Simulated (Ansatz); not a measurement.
# Single-point calculation, with input and output: TiCo3 (part 2 of 2)

The same run, continued: TiCo3 (Pm-3m, 4 atoms in the cell); DFT r2SCAN, scalar-relativistic, plane waves, PAW, spin-polarised (Ansatz 0.2.0); cutoff 500 eV, 12×12×12 k-mesh, Gaussian smearing of 0.1 eV, collinear spins. The structure derives from an entry of the Crystallography Open Database.

Geometry of the input (Å; fractional positions):
```
3.6140  0.0000  0.0000
0.0000  3.6140  0.0000
0.0000  0.0000  3.6140
Ti 0.0000  0.0000  0.0000
Co 0.0000  0.5000  0.5000
Co 0.5000  0.0000  0.5000
Co 0.5000  0.5000  0.0000
```

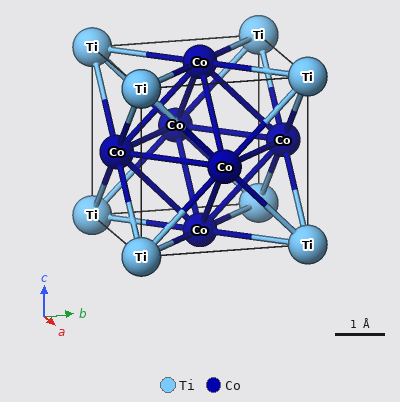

The structure as given in the input (ball-and-stick view of the cell of the calculation, seen slightly off an axis). An atom can appear more than once, as a periodic image.

What the program printed, continued:
```
SCF iter   1: F=—  HF=-17898.096335 eV  |F-HF|=—  |Δ(HF+E_count)|=         —  Δρ=6.46e-2 (↑3.91e-2 ↓6.46e-2)  dr2=3.17e0  dr2_τ=2.78e-2  dr2_m=1.09e-1  M=3.103 μB ∫|m|=4.810 μB  β_m=1.00  ethr=3.10e-3  ⟨swp⟩=5.4  Hψ=21246  notcnv=0
Mixer restart at iter 1: flushing history
preconditioner: auto → Kerker (q_TF=auto, 2.863 Å⁻¹)  [metal: Δε(μ)=0.006 eV  Ē_g=6.141 eV  σ=0.100 eV  W_gap=0.03  n_scr=18 (ndim 8)  ℏωp=30.1 eV  f_vac=0.000  D(μ)=3.93/eV (n_scr^D=32)]
spin=Collinear: Kerker preconditioning applied to the charge; magnetization (m = ρ↑ − ρ↓) channel mixes plain (no charge-response kernel on spin).
SCF iter   2: F=—  HF=-17897.366647 eV  |F-HF|=—  |Δ(HF+E_count)|=   7.30e-1  Δρ=2.46e-2 (↑2.03e-2 ↓2.46e-2)  dr2=8.96e-1  dr2_τ=1.90e-2  dr2_m=2.46e-2  M=2.956 μB ∫|m|=5.050 μB  β_m=1.00  ethr=3.10e-3  ⟨swp⟩=2.6  Hψ=11990  notcnv=0  defer=264  κ⁻¹=1.0e0(r=1)
SCF iter   3: F=—  HF=-17898.234855 eV  |F-HF|=—  |Δ(HF+E_count)|=   8.68e-1  Δρ=1.71e-2 (↑1.67e-2 ↓1.71e-2)  dr2=5.87e-1  dr2_τ=1.57e-3  dr2_m=2.20e-3  M=2.875 μB ∫|m|=5.147 μB  β_m=1.00  ethr=1.42e-3  ⟨swp⟩=2.1  Hψ=8508  notcnv=0  defer=267  κ⁻¹=3.6e-2(r=2)
SCF iter   4: F=—  HF=-17899.406777 eV  |F-HF|=—  |Δ(HF+E_count)|=    1.17e0  Δρ=1.01e-2 (↑1.01e-2 ↓8.20e-3)  dr2=1.96e-1  dr2_τ=4.00e-4  dr2_m=1.26e-3  M=2.853 μB ∫|m|=5.204 μB  β_m=1.00  ethr=9.32e-4  ⟨swp⟩=3.0  Hψ=12271  notcnv=0  defer=272  κ⁻¹=1.6e-2(r=3)
SCF iter   5: F=—  HF=-17899.671761 eV  |F-HF|=—  |Δ(HF+E_count)|=         —  Δρ=5.67e-3 (↑5.67e-3 ↓5.45e-3)  dr2=4.86e-2  dr2_τ=8.00e-4  dr2_m=6.82e-4  M=2.845 μB ∫|m|=5.236 μB  β_m=1.00  ethr=3.10e-4  ⟨swp⟩=2.2  Hψ=11656  notcnv=0  defer=278
Mixer restart at iter 5: flushing history
SCF iter   6: F=—  HF=-17899.673027 eV  |F-HF|=—  |Δ(HF+E_count)|=   1.27e-3  Δρ=4.54e-3 (↑4.54e-3 ↓4.41e-3)  dr2=2.96e-2  dr2_τ=3.51e-4  dr2_m=3.61e-4  M=2.845 μB ∫|m|=5.269 μB  β_m=1.00  ethr=7.71e-5  ⟨swp⟩=2.0  Hψ=8376  notcnv=0  defer=278  κ⁻¹=1.0e0(r=1)
SCF iter   7: F=—  HF=-17899.684143 eV  |F-HF|=—  |Δ(HF+E_count)|=   1.11e-2  Δρ=2.27e-3 (↑2.27e-3 ↓2.19e-3)  dr2=5.50e-3  dr2_τ=4.69e-5  dr2_m=2.24e-5  M=2.845 μB ∫|m|=5.355 μB  β_m=1.00  ethr=4.69e-5  ⟨swp⟩=2.0  Hψ=11756  notcnv=0  defer=278  κ⁻¹=1.0e-2(r=2)
SCF iter   8: F=—  HF=-17899.685439 eV  |F-HF|=—  |Δ(HF+E_count)|=   1.30e-3  Δρ=2.22e-3 (↑1.87e-3 ↓2.22e-3)  dr2=3.91e-3  dr2_τ=7.25e-5  dr2_m=2.03e-5  M=2.845 μB ∫|m|=5.347 μB  β_m=1.00  ethr=8.73e-6  ⟨swp⟩=1.0  Hψ=6944  notcnv=0  defer=278  κ⁻¹=1.5e-3(r=3)
SCF iter   9: F=—  HF=-17899.690212 eV  |F-HF|=—  |Δ(HF+E_count)|=   4.77e-3  Δρ=8.06e-4 (↑6.87e-4 ↓8.06e-4)  dr2=4.37e-4  dr2_τ=8.01e-6  dr2_m=1.40e-5  M=2.846 μB ∫|m|=5.356 μB  β_m=1.00  ethr=6.21e-6  ⟨swp⟩=2.0  Hψ=13307  notcnv=0  defer=278  κ⁻¹=7.1e-4(r=4)
SCF iter  10: F=—  HF=-17899.690397 eV  |F-HF|=—  |Δ(HF+E_count)|=   1.85e-4  Δρ=6.48e-4 (↑6.12e-4 ↓6.48e-4)  dr2=2.57e-4  dr2_τ=3.13e-6  dr2_m=2.91e-6  M=2.847 μB ∫|m|=5.363 μB  β_m=1.00  ethr=6.94e-7  ⟨swp⟩=2.0  Hψ=12194  notcnv=0  defer=278  κ⁻¹=3.8e-4(r=5)
SCF iter  11: F=—  HF=-17899.691017 eV  |F-HF|=—  |Δ(HF+E_count)|=   6.20e-4  Δρ=4.01e-4 (↑2.59e-4 ↓4.01e-4)  dr2=7.06e-5  dr2_τ=9.73e-7  dr2_m=2.74e-6  M=2.847 μB ∫|m|=5.362 μB  β_m=1.00  ethr=4.08e-7  ⟨swp⟩=2.0  Hψ=12212  notcnv=0  defer=278  κ⁻¹=8.5e-5(r=6)
SCF iter  12: F=—  HF=-17899.691152 eV  |F-HF|=—  |Δ(HF+E_count)|=   1.35e-4  Δρ=2.25e-4 (↑1.73e-4 ↓2.25e-4)  dr2=1.75e-5  dr2_τ=3.08e-7  dr2_m=7.87e-7  M=2.847 μB ∫|m|=5.360 μB  β_m=1.00  ethr=1.12e-7  ⟨swp⟩=2.0  Hψ=12204  notcnv=0  defer=278  κ⁻¹=2.8e-5(r=7)
SCF iter  13: F=—  HF=-17899.691239 eV  |F-HF|=—  |Δ(HF+E_count)|=   8.69e-5  Δρ=1.50e-4 (↑9.04e-5 ↓1.50e-4)  dr2=5.85e-6  dr2_τ=1.44e-7  dr2_m=8.39e-7  M=2.847 μB ∫|m|=5.359 μB  β_m=1.00  ethr=2.77e-8  ⟨swp⟩=2.0  Hψ=11129  notcnv=0  defer=278  κ⁻¹=7.0e-6(r=8)
SCF iter  14: F=—  HF=-17899.691273 eV  |F-HF|=—  |Δ(HF+E_count)|=   3.46e-5  Δρ=9.69e-5 (↑9.69e-5 ↓8.42e-5)  dr2=6.54e-6  dr2_τ=4.30e-8  dr2_m=2.31e-7  M=2.847 μB ∫|m|=5.360 μB  β_m=1.00  ethr=9.29e-9  ⟨swp⟩=2.1  Hψ=12051  notcnv=0  defer=278  κ⁻¹=1.9e-6(r=8)
SCF iter  15: F=—  HF=-17899.691281 eV  |F-HF|=—  |Δ(HF+E_count)|=   7.63e-6  Δρ=6.35e-5 (↑4.96e-5 ↓6.35e-5)  dr2=1.36e-6  dr2_τ=2.74e-8  dr2_m=9.13e-8  M=2.847 μB ∫|m|=5.360 μB  β_m=1.00  ethr=9.29e-9  ⟨swp⟩=2.2  Hψ=9464  notcnv=0  defer=278  κ⁻¹=3.1e-5(r=8)
SCF iter  16: F=—  HF=-17899.691291 eV  |F-HF|=—  |Δ(HF+E_count)|=   1.01e-5  Δρ=2.45e-5 (↑1.75e-5 ↓2.45e-5)  dr2=1.99e-7  dr2_τ=4.26e-9  dr2_m=1.03e-8  M=2.847 μB ∫|m|=5.360 μB  β_m=1.00  ethr=2.16e-9  ⟨swp⟩=2.3  Hψ=12317  notcnv=0  defer=278  κ⁻¹=1.1e-5(r=8)
SCF iter  17: F=—  HF=-17899.691291 eV  |F-HF|=—  |Δ(HF+E_count)|=   3.99e-7  Δρ=1.94e-5 (↑1.37e-5 ↓1.94e-5)  dr2=1.57e-7  dr2_τ=3.26e-9  dr2_m=5.26e-9  M=2.847 μB ∫|m|=5.360 μB  β_m=1.00  ethr=3.16e-10  ⟨swp⟩=2.1  Hψ=10692  notcnv=0  defer=278  κ⁻¹=1.2e-5(r=8)
SCF iter  18: F=—  HF=-17899.691292 eV  |F-HF|=—  |Δ(HF+E_count)|=   8.87e-7  Δρ=8.20e-6 (↑6.28e-6 ↓8.20e-6)  dr2=2.62e-8  dr2_τ=9.20e-10  dr2_m=3.69e-9  M=2.847 μB ∫|m|=5.360 μB  β_m=1.00  ethr=2.49e-10  ⟨swp⟩=2.2  Hψ=12273  notcnv=0  defer=278  κ⁻¹=6.4e-6(r=8)
SCF iter  19: F=—  HF=-17899.691292 eV  |F-HF|=—  |Δ(HF+E_count)|=   9.31e-8  Δρ=4.69e-6 (↑3.76e-6 ↓4.69e-6)  dr2=1.94e-8  dr2_τ=6.66e-10  dr2_m=1.12e-9  M=2.847 μB ∫|m|=5.360 μB  β_m=1.00  ethr=4.15e-11  ⟨swp⟩=2.4  Hψ=12405  notcnv=0  defer=278  κ⁻¹=2.8e-5(r=8)
SCF iter  20: F=-17899.691292 eV  HF=-17899.691292 eV  |F-HF|=2.60e-8  |Δ(HF+E_count)|=   4.57e-8  Δρ=4.44e-6 (↑3.27e-6 ↓4.44e-6)  dr2=3.18e-8  dr2_τ=2.17e-10  dr2_m=2.71e-10  M=2.847 μB ∫|m|=5.360 μB  ethr=3.08e-11  ⟨swp⟩=11.0  Hψ=42771  notcnv=0
SCF 1 converged in 20 iterations: F = -17899.691292 eV  dr2 = 3.18e-8
  greatest PAW one-centre occupation: 1.003 electrons in one spin orbital (limit 2), on the Co atom at site 2 (counted from 0), in its partial waves of l = 1
this state was not tested for a lower state beside it, because the mixer in use, unlike msr1, does not test its closes by its own steps (another_mixer; see scf.mixing.algorithm and scf.lower_state_search)
SCF converged after 20 iterations
Magnetization: 2.8472 μB (32.9236 up, 30.0764 down)
Absolute magnetization: 5.3627 μB (∫|ρ↑−ρ↓|, with the PAW one-centre terms)
Spin contamination: 0.5086 ħ² per cell (⟨S²⟩ above its minimum at these occupations)
Per-site moments (μB) at R_I (Å): [(-0.6761020399092224, 1.0541371117233753), (1.3499260209263446, 1.0541371117233753), (1.3499260209263446, 1.0541371117233753), (1.3499260209263468, 1.0541371117233753)]
Free energy (F): -17899.691292 eV
Harris-Foulkes:  -17899.691292 eV  (|F-HF|=2.60e-8)
Internal energy: -17899.674400 eV  (E = F + TS)
E sigma→0 (E₀):  -17899.682846 eV
Entropy (-TS):   -0.016893 eV (-4.223 meV/atom)
Fermi energy:    17.949886 eV
--- Per-component energies (eV) ---
  E_band       = -961.303469
  E_kinetic    = 1641.717734
  E_local      = -9640.307474  (includes V_loc(G=0)·N_el)
  E_nonlocal   = 1374.022338
  E_hartree    = 4070.238865
  E_xc         = -567.697197
  E_vxc        = -825.707865  (∫ρ·V_xc dr)
  E_paw        = -5629.096266  (= ΣΔE_a)
  E_vpaw       = -1705.172029  (= ΣTr[D̂ρ^β])
  E_aug_tail   = 0.000199  (compensation charges beyond the density's cutoff)
  E_vtau       = 53.674760  (kinetic-family band-sum trace: ∫τ·v_τ [+ j·A + Jᵃ·Aᵃ] dr)
  E_ewald      = -9147.413523
  E_core_change = -1.139076  (= ΣΔE_core)
  E_smearing   = -0.016893  (= −TS)
  E_closure    = -0.000000  (closes the sum)
  Σ components = -17899.691292   (vs F -17899.691292, Δ=0.00e0)
--- Forces (eV/Å), atoms counted from 1 ---
  atom   1  Ti    -0.00000000    -0.00000000    -0.00000000
  atom   2  Co     0.00000000    -0.00000000     0.00000000
  atom   3  Co     0.00000000    -0.00000000     0.00000000
  atom   4  Co     0.00000000    -0.00000000     0.00000000
  max |Σ_I F_I| component: 4.21e-28 eV/Å
--- Stress (GPa, compression-positive) ---
       -4.272522       0.000000      -0.000000
        0.000000      -4.272522       0.000000
        0.000000       0.000000      -4.272522
  P = ⅓ Tr σ = -4.2725 GPa (-42.725 kbar)
--- Band table (eV; the first three rows and the last of 168) ---
  k-point 0 ↑: bands = ["-81.8348", "-81.7979", "-81.7979", "-43.7322", "-43.7322", "-43.7322", "-43.5854", "-43.5854", "-43.5854", "-43.5559", "-43.5559", "-43.5559", "-40.8622", "-16.0628", "-16.0628", "-16.0628", "9.2836", "12.6594", "12.6594", "12.7950", "13.4836", "13.4836", "13.4836", "15.5186", "15.5186", "15.5186", "16.0811", "16.0811", "16.5213", "17.1322", "17.1322", "17.1322", "19.7815", "19.7815", "20.7633", "20.7633", "20.7633", "21.1894", "21.1894", "21.1894", "28.7596"]
  k-point 1 ↑: bands = ["-81.8343", "-81.7984", "-81.7979", "-43.7308", "-43.7308", "-43.7299", "-43.5859", "-43.5859", "-43.5856", "-43.5589", "-43.5569", "-43.5569", "-40.8615", "-16.0668", "-16.0629", "-16.0629", "9.3779", "12.6926", "12.7152", "12.8315", "13.5120", "13.5197", "13.5197", "15.4868", "15.5382", "15.5382", "16.0480", "16.0852", "16.4897", "17.0089", "17.0089", "17.1323", "19.4483", "19.7462", "20.3761", "20.3761", "20.7188", "21.1821", "21.7072", "21.7072", "28.7703"]
  k-point 2 ↑: bands = ["-81.8326", "-81.8001", "-81.7979", "-43.7268", "-43.7268", "-43.7231", "-43.5873", "-43.5873", "-43.5859", "-43.5677", "-43.5594", "-43.5594", "-40.8594", "-16.0777", "-16.0633", "-16.0633", "9.6566", "12.7730", "12.8763", "12.9410", "13.5949", "13.6277", "13.6277", "15.3945", "15.5907", "15.5907", "15.9524", "16.0942", "16.3967", "16.6879", "16.6879", "17.1326", "18.5853", "19.6479", "19.9236", "19.9236", "20.6492", "21.1622", "22.5229", "22.5229", "28.6678"]
  k-point 83 ↓: bands = ["-79.6365", "-79.6365", "-79.6365", "-41.6835", "-41.5971", "-41.5884", "-41.5884", "-41.5884", "-41.4271", "-41.4271", "-41.4271", "-41.3638", "-41.3638", "-16.9444", "-16.9444", "-16.9444", "13.1656", "13.1656", "13.1656", "13.9103", "16.7293", "16.7293", "16.8521", "16.8521", "16.8521", "17.0229", "17.0921", "17.0921", "17.0921", "17.6394", "17.6394", "17.6394", "19.0584", "19.0584", "19.0584", "20.0834", "20.0834", "20.0834", "20.5613", "20.5613", "25.8709"]
--- Löwdin populations: 4 sites ---
  site symbol       q [e]    m [muB]
     0     Ti     11.8782    -0.9473
     1     Co     16.7652     1.3562
     2     Co     16.7652     1.3562
     3     Co     16.7652     1.3562
  spilling = 0.013114 (of n_electrons = 63.000000)
```

Key numbers:

| quantity | value |
| --- | --- |
| outcome | converged |
| space group (tolerance 0.01 Å) | Pm-3m (221) |
| electrons treated | 63 |
| free energy | −17899.6913 eV |
| Fermi energy | 17.950 eV |
| gap on the k-point mesh | none (metallic) |
| net moment of the cell | 2.85 μB |
| integrated absolute moment | 5.36 μB |
| pressure | −4.27 GPa |
| largest force (length of the vector) | under 0.001 eV/Å |
| hardware | 1 thread of Oxide Virtual Turin-like (Zen 5), 32 GiB of memory available, shared host |
| wall time | 88 s |
| peak memory | 0.75 GiB |

The electronic state found may not be the lowest one. The program warns: the state was not tested for a lower one.
